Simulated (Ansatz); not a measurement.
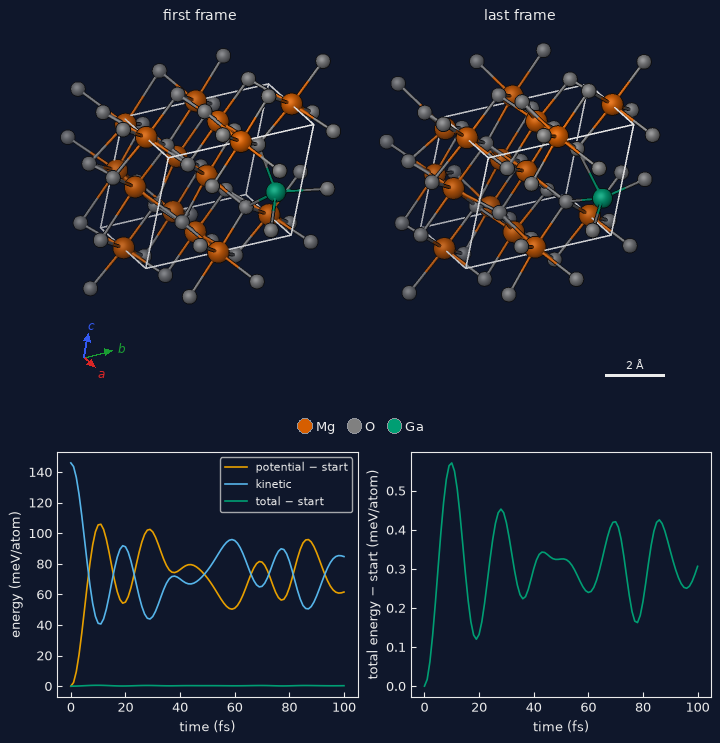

Molecular dynamics of MgO with an interstitial Ga (17 atoms in the cell), 100 fs long. A ball-and-stick model of the reduced simulation cell, seen slightly off an axis. Bonds to atoms that aren't drawn are left out. Lengths and directions refer to the drawn axes.

All numbers below come from DFT PBE, scalar-relativistic, plane waves, PAW (Ansatz 0.2.0). Run with plane-wave cutoff 420 eV; k-point mesh 2 × 2 × 2; Fermi-Dirac smearing 0.05 eV; spin collinear; low-accuracy preset; constant energy (NVE); velocities drawn for 1200 K; time step 1 fs.

### Check the integration.

The total energy stays between 0 and 0.57 meV per atom of its start. A straight-line fit has a slope that amounts to +0.0078 meV per atom over 100 fs (under 0.1 % of the mean kinetic energy), and the ripple about it is 0.5 % of the kinetic energy's fluctuation. With a drift under 2 % and a ripple under 7 %, the integration is accurate. Over the second half the temperature averages 632 K (spread ±105 K). The first frame carries almost no forces, so kinetic energy first flows into potential energy: the temperature drops from 1200 to 334 K within 11 fs, and without a thermostat its mean stays below the start. The potential energy in the second half lies on average 69.4 meV per atom above the first frame.

Limits of the set-up: the k-point mesh is coarse for a cell with partly filled bands; the program's low-accuracy preset was used; the periodic images lie only 5.3 Å apart, so the values are limited by the cell's size.

The run took 19 min on 1 thread of Intel(R) Xeon(R) Platinum 8259CL CPU @ 2.50GHz (Skylake/Cascade Lake), with other jobs on the host, peak memory 0.84 GiB.

PAW datasets: the set soft_1.
